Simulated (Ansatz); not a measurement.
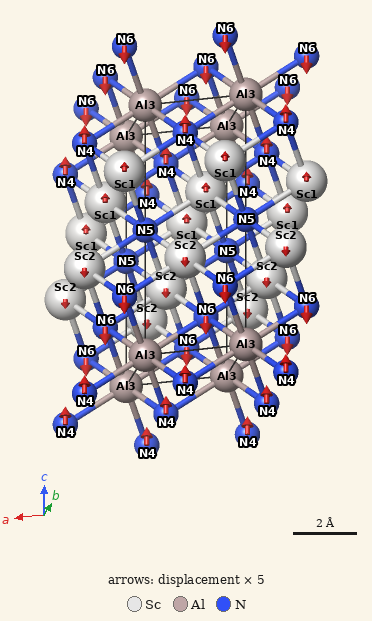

A relaxation of solid Sc$_{2}$AlN$_{3}$ (a generated structure, set up in P-3m1) (coarse preliminary run). The starting structure is drawn; red arrows show the displacements (the part carried along by the change of the cell is left out), 5 times their true length.

A ball-and-stick model of the cell of the calculation, seen from a free direction.

Method: Ansatz 0.2.0, DFT PBE, scalar-relativistic, plane waves, PAW.

Input file:
```yaml
crystal:
  lattice:
    - [3.40005805, 0.0, 0.0]
    - [-1.70002902, 2.94453664, 0.0]
    - [0.0, 0.0, 8.32840731]
  atoms:
    - { symbol: Sc, position: [0.33333333, 0.66666667, 0.66666667] }
    - { symbol: Sc, position: [0.66666667, 0.33333333, 0.33333333] }
    - { symbol: Al, position: [0.0, 0.0, 0.0] }
    - { symbol: "N", position: [0.66666667, 0.33333333, 0.83333333] }
    - { symbol: "N", position: [0.0, 0.0, 0.5] }
    - { symbol: "N", position: [0.33333333, 0.66666667, 0.16666667] }
basis:
  ecutwfc: 420
kpoints:
  mp_grid: { grid: [6, 6, 2] }
hamiltonian:
  xc: pbe
scf:
  occupations: { method: gaussian, width: 0.1 }
  lower_state_search: "off"
output:
  forces: true
  stress: true
  eigenvalues: true
relax:
  adjacent_minimum: "off"
  f_tol: 0.04
  max_steps: 70
  cell: { stress_tol: 0.4 }
```

Command:
```bash
ansatz run input.yaml --threads 1 --pin off --max-ram 2560MiB --backend cpu --events-out ev --progress --plain --runs-dir out
```

What happened in the run?

The largest moves relative to the cell, 0.12 Å, are those of N4 and N6. N4 goes along +c. By element the largest moves are N 0.12 Å, Sc 0.06 Å. Al stays in place. The drawn cell changes as follows: a = b 3.400 → 3.102 Å (−8.8 %), c 8.328 → 7.542 Å (−9.4 %); the volume changes by −24.6 %. Among the contacts that change: Sc1–Sc1 3.400 → 3.102 Å, Al3–N4 2.404 → 2.121 Å, Sc1–Sc2 3.400 → 3.191 Å, Sc1–N4 2.404 → 2.222 Å. Bond angles that change, for instance: N4–Al3–N4 90.0° → 94.0°, Al3–N6–Al3 90.0° → 94.0°, N4–Al3–N6 90.0° → 86.0°. The space group stays P-3m1 (No. 164). After 6 accepted moves (8 points after the start) the energy has fallen by 2.794 eV per cell of the calculation. The largest force component goes from 0.68 to 0.011 eV/Å. The pressure goes from −32.00 to 0.06 GPa. At 2 points the geometry stayed and the basis and grid were re-selected for the new cell (energy shift of 14.4 meV per cell of the calculation at most each time).
